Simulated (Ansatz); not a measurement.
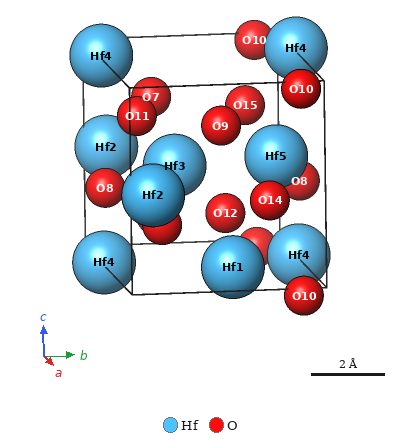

**Figure 1.** The structure as given in the input (spheres-only view of the cell of the calculation, seen slightly off an axis; atoms are numbered from 1 in the order of the input). An atom can appear more than once, as a periodic image.

**Run report: HfO$_{2}$, single-point calculation**

System: HfO$_{2}$ (disordered cell, 15 atoms in the cell).
Method: DFT PBE, scalar-relativistic, plane waves, PAW, no spin polarisation (Ansatz 0.2.0).

It belongs to a series of runs on one base structure; here: last frame at 3000 K on a finer mesh. Figures and captions count atoms from 1; the log counts them from 0 in places.

The input
```yaml
crystal:
  lattice:
    - [5.858683, 0.12881, -0.176391]
    - [0.12881, 5.414742, -0.017983]
    - [-0.176391, -0.017983, 5.758233]
  atoms:
    - { symbol: Hf, position: [0.8411718855, 0.5568399742, 0.0774109769] }
    - { symbol: Hf, position: [0.9838639907, 0.118057744, 0.4731627557] }
    - { symbol: Hf, position: [0.4056893061, 0.3675793214, 0.471906304] }
    - { symbol: Hf, position: [0.2905772889, 0.0258018796, 0.9883868084] }
    - { symbol: Hf, position: [0.5868845251, 0.8473324511, 0.5433679192] }
    - { symbol: O, position: [0.1228223855, 0.3337642781, 0.1675334115] }
    - { symbol: O, position: [0.2150260834, 0.2968727559, 0.7614716902] }
    - { symbol: O, position: [0.3252968634, 0.0288417709, 0.3573371058] }
    - { symbol: O, position: [0.7148429248, 0.5355761363, 0.7324074031] }
    - { symbol: O, position: [0.9715052928, 0.8881889489, 0.9588678609] }
    - { symbol: O, position: [0.5327612093, 0.146790143, 0.7490260885] }
    - { symbol: O, position: [0.5155369377, 0.5986996496, 0.2604006205] }
    - { symbol: O, position: [0.7403191927, 0.2200254792, 0.2685480097] }
    - { symbol: O, position: [0.9083191677, 0.7349609866, 0.4096411856] }
    - { symbol: O, position: [0.3185361002, 0.7538613917, 0.7299128645] }
basis:
  ecutwfc: 420
kpoints:
  mp_grid: { grid: [3, 4, 4] }
hamiltonian:
  xc: pbe
scf:
  occupations: { method: fermi_dirac, width: 0.2585 }
output:
  forces: true
  stress: true
  eigenvalues: true
  populations: true
  write_density: true
  write_potential: true
  elf: true
  volumetric_format: npy
```

Hardware: 2 threads of Intel Xeon @ 2.70GHz, 189 GiB of memory available, shared host.

Command:
```bash
ansatz run input.yaml --threads 2 --pin off --max-ram 5120MiB --backend cpu --events-out ev --progress --plain --runs-dir out
```

Log
```
band count auto-derived: 119 (N_el = 190.0; filled up to band 95; 114 by the electrons, moments and atoms)
Engine: ansatz 0.2.0, x86_64-unknown-linux-gnu
Pseudopotentials: kind: paw
Pseudopotential: Hf, paw, valence charge 26, recommended cutoff 420 eV (normal), Hf.paw.azcp
Pseudopotential: O, paw, valence charge 6, recommended cutoff 420 eV (normal), O.paw.azcp
Functional definition: PBE
  parameter kappa = 0.804
  parameter beta = 0.06672455060314922
  exchange = pbe_x(kappa = kappa, mu = beta*pi^2/3)
  correlation = pbe_c(beta = beta)
Crystal: 15 atoms, lattice volume = 182.405 Å³
Basis set: ecut = 420 eV, 3555 PW (Γ), exchange–correlation on 80×80×80 points (8 copies of the dense FFT grid, shifted against one another)
Bands: 119, of which v1, the nominal top of the filled ones, is band 95 counted from 1 (94 counted from 0)
Symmetry: 1 space group operations
Space group: P1 (ITA 1), of the structure as read, at distance tolerance 5.7e-5 Å
k-points: 26 of 48 (time reversal used)
Non-local potential: Hf, projectors of the file, l = 0: 3, l = 1: 2, l = 2: 2, l = 3: 3
Non-local potential: O, projectors of the file, l = 0: 2, l = 1: 2, l = 2: 1
PAW form: soft (Blöchl's): semilocal exchange-correlation on the pseudo side does not see the compensation charge
PAW one-centre angular grid: Hf, 590 points (default); XC on 64 Gauss nodes
PAW one-centre angular grid: O, 110 points (default); XC on 64 Gauss nodes
Initial density: superposition of atomic densities (neutral atoms: chi_scale 0, normalization atom), corrected by the library's trained network
Initial wavefunctions: pseudopotential atomic-orbital guess
Functional: x = pbe(κ = 0.804, μ = 0.2195149727645171), c = pbe(β = 0.06672455060314922)
SCF iter   1: F=—  HF=-84296.099079 eV  |F-HF|=—  |Δ(HF+E_count)|=         —  Δρ=7.38e-3  dr2=8.57e-2  ethr=1.77e-3  ⟨swp⟩=5.0  Hψ=10034  notcnv=0
preconditioner: auto → Resta (q_TF=auto, 2.747 Å⁻¹)  ε∞=5.2  [insulator: Δε(μ)=1.650 eV  Ē_g=17.996 eV  σ=0.259 eV  W_gap=0.92  n_scr=70 (ndim 8)  ℏωp=36.9 eV  f_vac=0.094  D(μ)=0.43/eV (n_scr^D=0)  ε∞_Penn≈5.2]
SCF iter   2: F=—  HF=-84296.086051 eV  |F-HF|=—  |Δ(HF+E_count)|=   1.30e-2  Δρ=3.89e-3  dr2=1.67e-2  ethr=4.51e-5  ⟨swp⟩=2.0  Hψ=5233  notcnv=0
SCF iter   3: F=—  HF=-84296.084912 eV  |F-HF|=—  |Δ(HF+E_count)|=   1.14e-3  Δρ=1.74e-3  dr2=5.12e-3  ethr=8.80e-6  ⟨swp⟩=2.0  Hψ=4914  notcnv=0
SCF iter   4: F=—  HF=-84296.084765 eV  |F-HF|=—  |Δ(HF+E_count)|=   1.47e-4  Δρ=4.61e-4  dr2=3.89e-4  ethr=2.70e-6  ⟨swp⟩=2.0  Hψ=4360  notcnv=0
SCF iter   5: F=—  HF=-84296.084860 eV  |F-HF|=—  |Δ(HF+E_count)|=   9.50e-5  Δρ=2.89e-4  dr2=1.37e-4  ethr=2.05e-7  ⟨swp⟩=2.0  Hψ=5543  notcnv=0
SCF iter   6: F=—  HF=-84296.084851 eV  |F-HF|=—  |Δ(HF+E_count)|=   8.94e-6  Δρ=8.47e-5  dr2=1.24e-5  ethr=7.21e-8  ⟨swp⟩=2.0  Hψ=4961  notcnv=0
SCF iter   7: F=—  HF=-84296.084897 eV  |F-HF|=—  |Δ(HF+E_count)|=   4.56e-5  Δρ=6.16e-5  dr2=6.75e-6  ethr=6.54e-9  ⟨swp⟩=2.0  Hψ=5597  notcnv=0
SCF iter   8: F=—  HF=-84296.084897 eV  |F-HF|=—  |Δ(HF+E_count)|=   1.50e-8  Δρ=1.78e-5  dr2=6.21e-7  ethr=3.55e-9  ⟨swp⟩=2.0  Hψ=5016  notcnv=0
SCF iter   9: F=—  HF=-84296.084897 eV  |F-HF|=—  |Δ(HF+E_count)|=   3.56e-7  Δρ=1.55e-5  dr2=4.17e-7  ethr=3.27e-10  ⟨swp⟩=2.0  Hψ=5140  notcnv=0
SCF iter  10: F=-84296.084897 eV  HF=-84296.084897 eV  |F-HF|=9.52e-9  |Δ(HF+E_count)|=   5.57e-8  Δρ=5.42e-6  dr2=5.90e-8  ethr=5.26e-11  ⟨swp⟩=7.7  Hψ=23015  notcnv=0
SCF 1 converged in 10 iterations: F = -84296.084897 eV  dr2 = 5.90e-8
  greatest PAW one-centre occupation: 0.999 electrons in one spin orbital (limit 2), on the Hf atom at site 0 (counted from 0), in its partial waves of l = 0
```

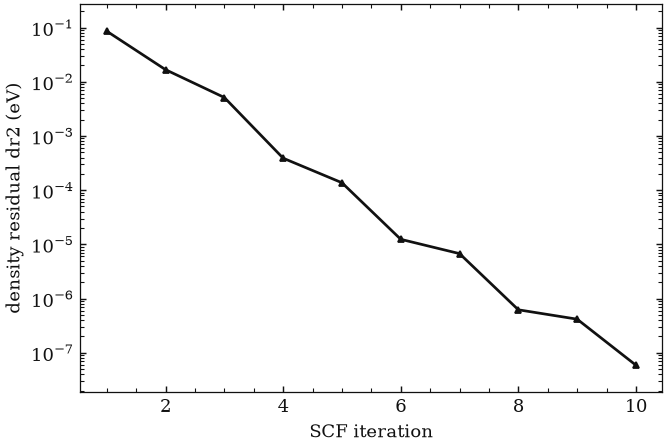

**Figure 2.** Convergence of the self-consistent field: density residual dr2 against the SCF iteration. The residual falls at every step.

```
SCF converged after 10 iterations
Free energy (F): -84296.084897 eV
Harris-Foulkes:  -84296.084897 eV  (|F-HF|=9.52e-9)
Internal energy: -84295.923661 eV  (E = F + TS)
E sigma→0 (E₀):  -84296.004279 eV
Entropy (-TS):   -0.161236 eV (-10.749 meV/atom)
Fermi energy:    15.034483 eV
--- Per-component energies (eV) ---
  E_band       = -197.856320
  E_kinetic    = 3868.869769
  E_local      = -33156.902091  (includes V_loc(G=0)·N_el)
  E_nonlocal   = -5732.970556
  E_hartree    = 15167.457930
  E_xc         = -2239.535166
  E_vxc        = -2274.716979  (∫ρ·V_xc dr)
  E_paw        = -36218.216017  (= ΣΔE_a)
  E_vpaw       = 6762.930338  (= ΣTr[D̂ρ^β])
  E_aug_tail   = 0.024498  (compensation charges beyond the density's cutoff)
  E_ewald      = -25984.652027
  E_smearing   = -0.161236  (= −TS)
  E_closure    = 0.000000  (closes the sum)
  Σ components = -84296.084897   (vs F -84296.084897, Δ=0.00e0)
--- Forces (eV/Å), atoms counted from 1 ---
  atom   1  Hf    -0.12266403     1.21535217    -1.04970549
  atom   2  Hf     2.85333817    -1.92651558     1.17045151
  atom   3  Hf     0.59992585     1.30179127     3.01072916
  atom   4  Hf    -1.27126508    -1.35798683    -2.32525263
  atom   5  Hf     0.50123920    -2.25920635     2.83168656
  atom   6  O     -0.24879648     0.98968976     1.96618328
  atom   7  O     -5.76717799     0.65960186    -2.68372895
  atom   8  O     -0.60085243    -0.93898914    -0.51990596
  atom   9  O     -0.20578214    -0.07181214     0.50448766
  atom  10  O      0.29087300    -0.36427015     0.63502798
  atom  11  O      5.17442886    -2.23651971    -0.68952922
  atom  12  O      0.41036841     2.83796003    -2.29310525
  atom  13  O     -2.87666383    -0.17611904     0.37545180
  atom  14  O      0.69635542     2.54095355    -0.22154626
  atom  15  O      0.56656609    -0.21402174    -0.71135056
  max |Σ_I F_I| component: 1.07e-4 eV/Å
--- Stress (GPa, compression-positive) ---
       20.658200       0.844333       1.762446
        0.844334      17.600625      -6.355116
        1.762446      -6.355116     -10.049174
  P = ⅓ Tr σ = 9.4032 GPa (94.032 kbar)
--- Band table (eV; the first three rows and the last of 26) ---
  k-point 0: bands = ["-48.1653", "-47.6199", "-47.5520", "-47.3231", "-46.8318", "-17.3415", "-17.0276", "-16.9125", "-16.8404", "-16.4725", "-16.4249", "-16.3611", "-16.2411", "-16.2215", "-16.1989", "-16.0960", "-16.0717", "-15.7623", "-15.6705", "-15.5715", "-5.4487", "-4.2507", "-3.7317", "-3.6530", "-3.2100", "-3.1141", "-2.5671", "-2.2256", "-2.1197", "-2.0335", "1.8937", "1.8955", "1.9384", "1.9465", "1.9546", "2.0177", "2.0335", "2.4600", "2.4636", "2.5234", "2.5245", "2.5397", "2.5418", "2.5550", "2.5624", "2.5681", "2.5866", "2.5929", "2.5943", "2.6101", "2.6237", "2.7674", "2.7717", "2.7975", "2.8126", "2.8276", "2.8494", "2.8581", "3.2661", "3.2681", "3.3308", "3.3489", "3.3805", "3.3961", "3.4004", "7.5241", "7.7306", "8.0556", "8.3420", "8.8221", "9.0894", "9.2567", "9.5240", "9.6965", "9.7623", "10.0637", "10.1771", "10.4174", "10.5042", "10.8116", "10.9292", "11.0134", "11.2721", "11.4117", "11.5259", "11.7867", "11.8553", "12.1200", "12.2737", "12.6575", "13.0460", "13.2691", "13.4791", "13.6328", "13.9939", "15.8121", "16.5571", "17.1015", "17.3169", "17.8805", "18.2014", "18.2282", "18.4978", "18.6555", "18.9821", "19.2652", "19.3293", "19.4578", "19.8129", "19.9134", "20.3515", "20.4573", "20.6399", "21.0658", "21.2325", "21.7819", "22.2237", "22.2309", "22.6110"]
  k-point 1: bands = ["-48.1653", "-47.6198", "-47.5520", "-47.3231", "-46.8318", "-17.3483", "-17.0243", "-16.9155", "-16.8342", "-16.4609", "-16.4156", "-16.3648", "-16.2463", "-16.2278", "-16.1981", "-16.1065", "-16.0726", "-15.7596", "-15.6717", "-15.5700", "-5.3369", "-4.3081", "-3.8148", "-3.6421", "-3.2292", "-3.0766", "-2.5583", "-2.2524", "-2.1540", "-2.0009", "1.8937", "1.8950", "1.9386", "1.9462", "1.9547", "2.0178", "2.0332", "2.4591", "2.4633", "2.5231", "2.5247", "2.5387", "2.5413", "2.5553", "2.5624", "2.5678", "2.5860", "2.5925", "2.5956", "2.6098", "2.6228", "2.7674", "2.7716", "2.7969", "2.8161", "2.8279", "2.8501", "2.8589", "3.2660", "3.2684", "3.3288", "3.3479", "3.3811", "3.3958", "3.4008", "7.5999", "7.6648", "8.0822", "8.4770", "8.6765", "8.9123", "9.2609", "9.5869", "9.6936", "9.9127", "10.0850", "10.1602", "10.4294", "10.5476", "10.7252", "11.0291", "11.0976", "11.2420", "11.4432", "11.4830", "11.6866", "11.8743", "11.9803", "12.3302", "12.6861", "12.8324", "13.3333", "13.5064", "13.6357", "13.9722", "15.8929", "16.7221", "17.1887", "17.2891", "17.8170", "18.2229", "18.3048", "18.5215", "18.7091", "18.9035", "18.9885", "19.3787", "19.4997", "19.7669", "20.0517", "20.2188", "20.5530", "20.6860", "21.0311", "21.2694", "21.6704", "21.8654", "22.4444", "22.7294"]
  k-point 2: bands = ["-48.1653", "-47.6198", "-47.5520", "-47.3232", "-46.8318", "-17.3549", "-17.0216", "-16.9177", "-16.8289", "-16.4500", "-16.4002", "-16.3682", "-16.2545", "-16.2321", "-16.2017", "-16.1165", "-16.0743", "-15.7580", "-15.6718", "-15.5680", "-5.2013", "-4.3853", "-3.8899", "-3.6442", "-3.2460", "-3.0364", "-2.5620", "-2.2872", "-2.1569", "-1.9831", "1.8937", "1.8946", "1.9388", "1.9458", "1.9549", "2.0179", "2.0329", "2.4581", "2.4630", "2.5227", "2.5249", "2.5373", "2.5413", "2.5555", "2.5625", "2.5674", "2.5854", "2.5921", "2.5967", "2.6100", "2.6218", "2.7675", "2.7714", "2.7962", "2.8189", "2.8284", "2.8511", "2.8598", "3.2659", "3.2686", "3.3268", "3.3469", "3.3818", "3.3956", "3.4011", "7.5426", "7.7652", "8.0356", "8.5922", "8.6860", "8.8136", "9.2441", "9.5262", "9.6324", "10.0197", "10.1141", "10.3052", "10.4181", "10.6039", "10.7329", "10.8766", "11.0599", "11.2137", "11.4273", "11.5439", "11.7744", "11.8655", "11.9594", "12.2921", "12.4605", "12.8365", "13.4270", "13.5123", "13.6610", "13.9448", "15.9774", "16.9048", "17.0876", "17.3845", "17.6831", "18.2524", "18.2999", "18.6684", "18.7731", "18.8068", "19.0596", "19.0917", "19.5431", "19.8038", "20.2139", "20.2824", "20.5531", "20.6784", "20.8481", "21.4115", "21.5695", "21.7525", "22.2954", "22.6765"]
  k-point 25: bands = ["-48.1651", "-47.6194", "-47.5520", "-47.3231", "-46.8325", "-17.3281", "-17.0331", "-16.8485", "-16.8350", "-16.4738", "-16.4360", "-16.3606", "-16.2428", "-16.2220", "-16.2028", "-16.1130", "-16.0823", "-15.7837", "-15.6857", "-15.5883", "-5.1468", "-4.2444", "-3.9722", "-3.6477", "-3.2580", "-3.0527", "-2.5919", "-2.3246", "-2.1613", "-1.9878", "1.8929", "1.8967", "1.9388", "1.9471", "1.9548", "2.0170", "2.0330", "2.4604", "2.4643", "2.5222", "2.5260", "2.5392", "2.5433", "2.5536", "2.5597", "2.5667", "2.5834", "2.5926", "2.5954", "2.6084", "2.6251", "2.7671", "2.7720", "2.7964", "2.8162", "2.8286", "2.8495", "2.8598", "3.2667", "3.2687", "3.3262", "3.3475", "3.3799", "3.3946", "3.4025", "7.4670", "7.7204", "8.2319", "8.6514", "8.9154", "9.0513", "9.1763", "9.3744", "9.6465", "9.7893", "9.9978", "10.1522", "10.4128", "10.5705", "10.7662", "10.8673", "11.0215", "11.2219", "11.4788", "11.5845", "11.7511", "11.8032", "12.0540", "12.2162", "12.4593", "12.8533", "13.1469", "13.3988", "13.8521", "13.9853", "15.8941", "16.7028", "17.2499", "17.6005", "18.0048", "18.1422", "18.4348", "18.5277", "18.7203", "18.9759", "19.0348", "19.3310", "19.5551", "19.8791", "20.0004", "20.1712", "20.4364", "20.8204", "21.0772", "21.5594", "21.8308", "21.9131", "22.2697", "22.7048"]
--- Löwdin populations: 15 sites ---
  site symbol       q [e]
     0     Hf     24.5093
     1     Hf     24.6728
     2     Hf     24.6869
     3     Hf     24.6112
     4     Hf     24.8403
     5      O      6.6213
     6      O      6.5719
     7      O      6.5674
     8      O      6.6491
     9      O      6.6586
    10      O      6.5737
    11      O      6.6324
    12      O      6.6054
    13      O      6.6476
    14      O      6.6198
  spilling = 0.002802 (of n_electrons = 190.000000)
```

File populations.tsv
```
# site	symbol	l	j	q
# orbitals = lowdin
# n_electrons = 190.000000
# spilling = 0.002802
0	Hf	0_5S	-	1.975025
0	Hf	0_6S	-	0.443624
0	Hf	1_5P	-	5.981284
0	Hf	2_5D	-	2.112981
0	Hf	3_4F	-	13.996396
1	Hf	0_5S	-	1.961010
1	Hf	0_6S	-	0.448628
1	Hf	1_5P	-	5.969133
1	Hf	2_5D	-	2.300114
1	Hf	3_4F	-	13.993889
2	Hf	0_5S	-	1.956618
2	Hf	0_6S	-	0.440830
2	Hf	1_5P	-	5.974766
2	Hf	2_5D	-	2.321520
2	Hf	3_4F	-	13.993142
3	Hf	0_5S	-	1.970370
3	Hf	0_6S	-	0.435434
3	Hf	1_5P	-	5.975025
3	Hf	2_5D	-	2.236008
3	Hf	3_4F	-	13.994367
4	Hf	0_5S	-	1.955141
4	Hf	0_6S	-	0.468399
4	Hf	1_5P	-	5.972688
4	Hf	2_5D	-	2.451794
4	Hf	3_4F	-	13.992306
5	O	0_2S	-	1.716967
5	O	1_2P	-	4.904338
6	O	0_2S	-	1.728652
6	O	1_2P	-	4.843238
7	O	0_2S	-	1.651763
7	O	1_2P	-	4.915638
8	O	0_2S	-	1.738927
8	O	1_2P	-	4.910196
9	O	0_2S	-	1.752462
9	O	1_2P	-	4.906114
10	O	0_2S	-	1.722667
10	O	1_2P	-	4.851031
11	O	0_2S	-	1.695876
11	O	1_2P	-	4.936481
12	O	0_2S	-	1.721493
12	O	1_2P	-	4.883949
13	O	0_2S	-	1.736774
13	O	1_2P	-	4.910809
14	O	0_2S	-	1.749590
14	O	1_2P	-	4.870206
```

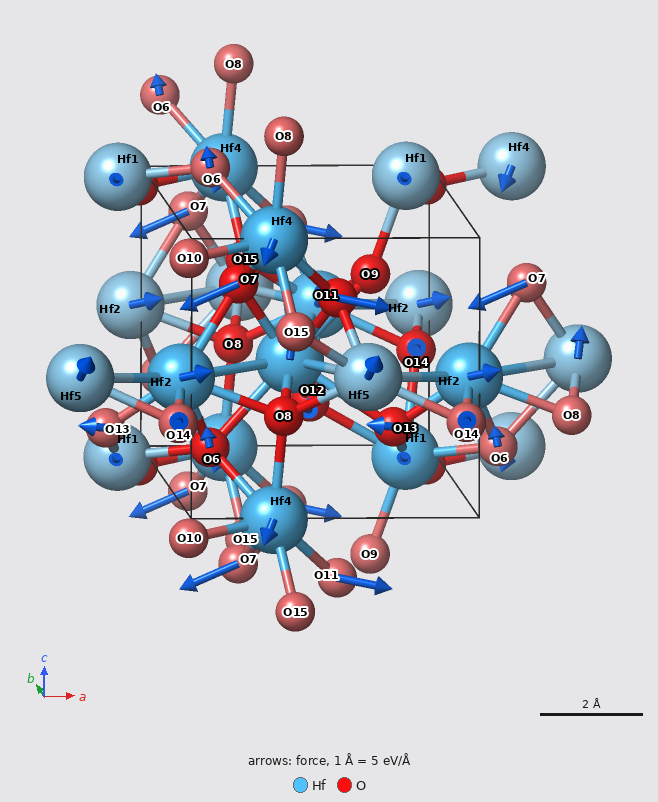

**Figure 3.** Forces on the atoms as blue arrows (ball-and-stick view of the cell of the calculation, seen slightly off an axis; neighbours outside the cell are drawn fainter; atoms are numbered from 1 in the order of the input). The largest act on O7 (6.40 eV/Å); O11 (5.68 eV/Å); O12 (3.67 eV/Å); Hf5 (3.66 eV/Å), among others. The geometry is not a stationary point of this energy.

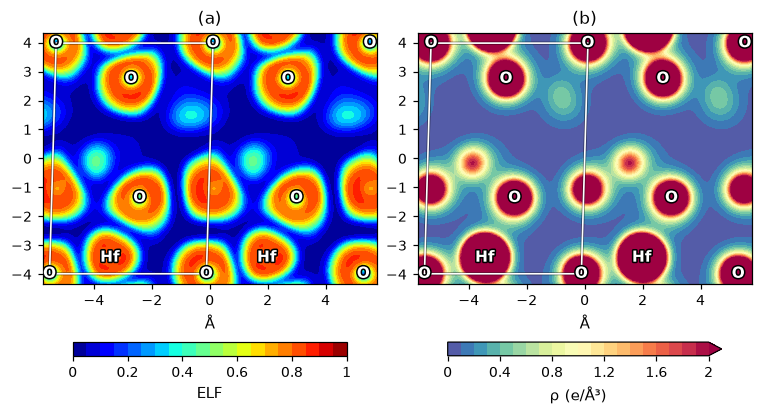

**Figure 4.** (a) electron localisation function; (b) valence pseudo-density on the (101̄) plane of the calculation cell. Away from the nuclei the density in this plane falls to 0.02 e/Å³ at its lowest. The strong features right at Hf lie inside the PAW spheres (semicore, d or f shells) and say nothing about bonding. Core electrons are frozen (PAW), so the fields are smoothed inside the atomic spheres.

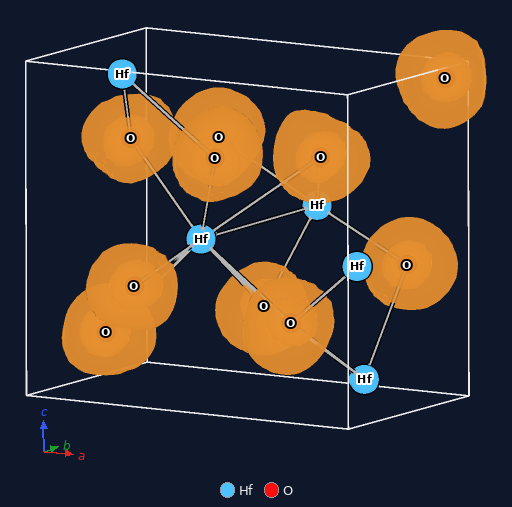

**Figure 5.** Isosurface of the electron localisation function at 0.75 (orange), seen slightly off an axis. Only the valence region is drawn (cores and ρ < 0.01 e/Å³ removed). Sticks mark near contacts. The outline is the calculation cell. Profiles from the grid: Hf–O (1.86 Å): the ELF peaks at about 0.80 in the valence shell of O, 0.6 Å from its nucleus, and drops to about 0.25 between the two atoms. Hf–Hf (2.86 Å): the ELF is about 0.10 at the midpoint.

Results in brief

- outcome: converged
- electrons treated: 190
- free energy: −84296.0849 eV
- Fermi energy: 15.034 eV
- gap on the k-point mesh: 1.60 eV
- pressure: 9.40 GPa
- largest force (length of the vector): 6.395 eV/Å
- wall time: 46 s (CPU time 91 s)
- peak memory: 0.77 GiB

Remarks

Spin–orbit coupling is left out, which matters for Hf.
